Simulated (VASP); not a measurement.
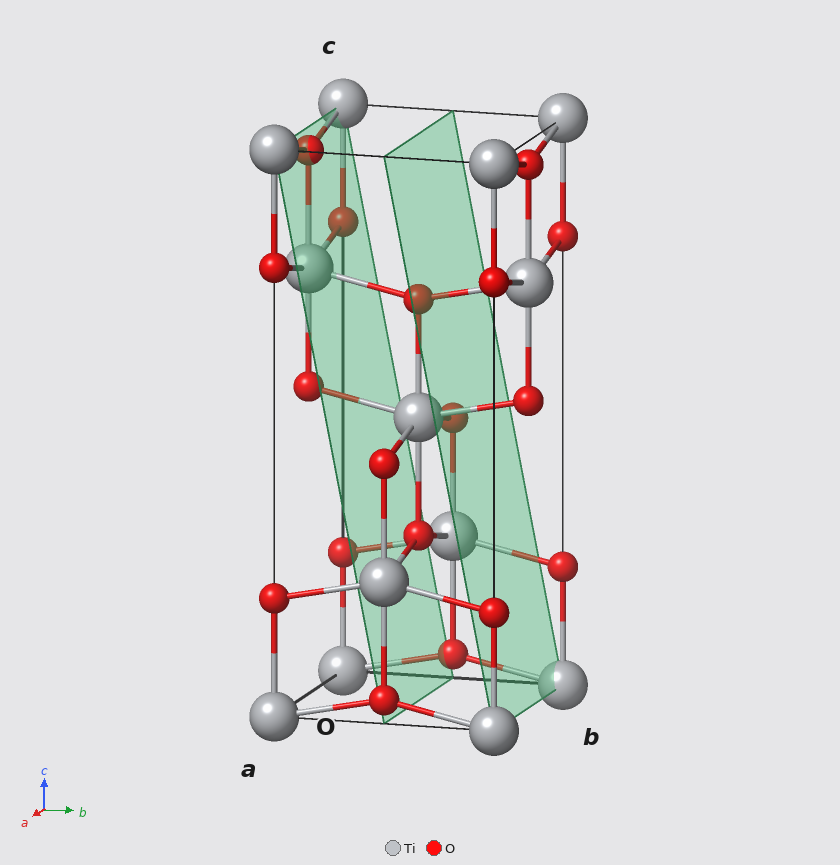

Every member of one family of equally spaced planes, hx + ky + lz = a whole number, that cuts the unit cell is shaded (one member passes through the origin O, touching the cell only at an edge or corner). Crystal: TiO2, coordinates from a relaxation with VASP Kohn-Sham DFT of a periodic cell, PBE with D3, VASP PAW PBE potentials, recommended in VASP 6.6.1. All values are computed from the atomic coordinates in the standard setting (tolerance 0.002 Å).

a = 3.800 Å, b = 3.800 Å, c = 9.566 Å, α = 90.00°, β = 90.00°, γ = 90.00°.

### Which (hkl) family is drawn?

(0 2 1); the opposite sign names the same planes. The member next to the origin meets the axes a never, b at 1/2, c at 1.

### What is the spacing?

d = 1.863 Å.

### Which atoms of the cell lie in these planes (within 0.03 Å)?

1 of the 4 Ti.

### The space group is I4₁/amd, No. 141, origin choice 1. How many reflections hkl are equivalent to this one (itself included), and does it occur?

8 reflections are equivalent in the Laue class 4/mmm. The reflection is systematically absent, by the centring.
